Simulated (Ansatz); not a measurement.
Input of the run:

```
crystal:
  lattice:
    - [3.5713268686, 0.0, 0.0]
    - [-1.7856634343, 5.6835056484, 0.0]
    - [0.0, 0.0, 23.2119831312]
  atoms:
    - { symbol: S, position: [0.9896050411, 0.9792100822, 0.3231089717] }
    - { symbol: Pt, position: [0.351933136, 0.7038662721, 0.3323188193] }
    - { symbol: S, position: [0.714261231, 0.428522462, 0.341528667] }
    - { symbol: S, position: [0.3415381771, 0.6830763543, 0.4348964254] }
    - { symbol: Pt, position: [0.7038662721, 0.4077325441, 0.4441062731] }
    - { symbol: S, position: [0.066194367, 0.132388734, 0.4533161208] }
    - { symbol: S, position: [0.6934713132, 0.3869426263, 0.5466838792] }
    - { symbol: Pt, position: [0.0557994081, 0.1115988162, 0.5558937269] }
    - { symbol: S, position: [0.4181275031, 0.8362550061, 0.5651035746] }
    - { symbol: S, position: [0.0454044492, 0.0908088984, 0.658471333] }
    - { symbol: Pt, position: [0.4077325441, 0.8154650883, 0.6676811807] }
    - { symbol: S, position: [0.7700606391, 0.5401212782, 0.6768910283] }
basis:
  ecutwfc: 420
kpoints:
  mp_grid: { grid: [10, 6, 1] }
hamiltonian:
  xc: pbesol
scf:
  occupations: { method: gaussian, width: 0.05 }
output:
  forces: true
  eigenvalues: true
  write_density: true
  write_potential: true
  elf: true
  volumetric_format: npy
efield:
  axis: 3
  dipole_correction: true
  ramp_width: 0.04
```

Launched with:
```bash
ansatz run input.yaml --threads 2 --pin off --max-ram 5632MiB --backend cpu --events-out ev --progress --plain --runs-dir out
```

What does the potential across the slab give for the work function?

The work function is 5.71 eV, the same on both faces. The two vacuum levels agree, so the slab has no net dipole along its normal. The outermost atoms are 8.2 Å apart, which leaves 15.0 Å of vacuum in a cell 23.2 Å high.

The atoms aren't at rest in this cell (largest force 1.5 eV/Å), so the relaxed material can differ. Spin-orbit coupling is left out, which matters for Pt.

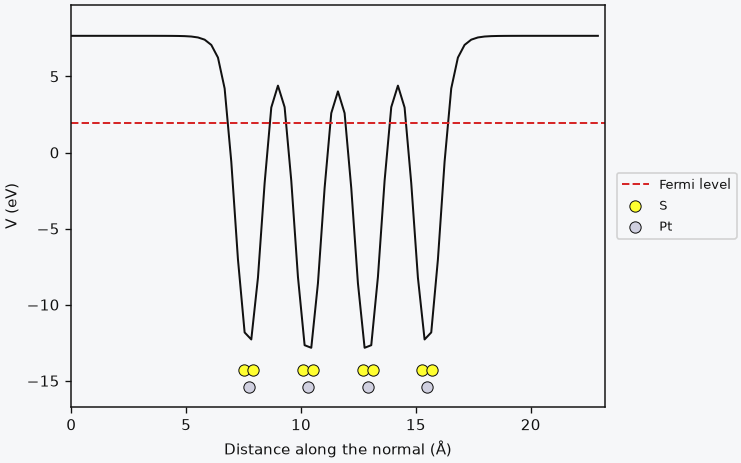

Plane-averaged electrostatic potential energy of an electron across the slab; circles at the bottom mark the heights of the atoms.
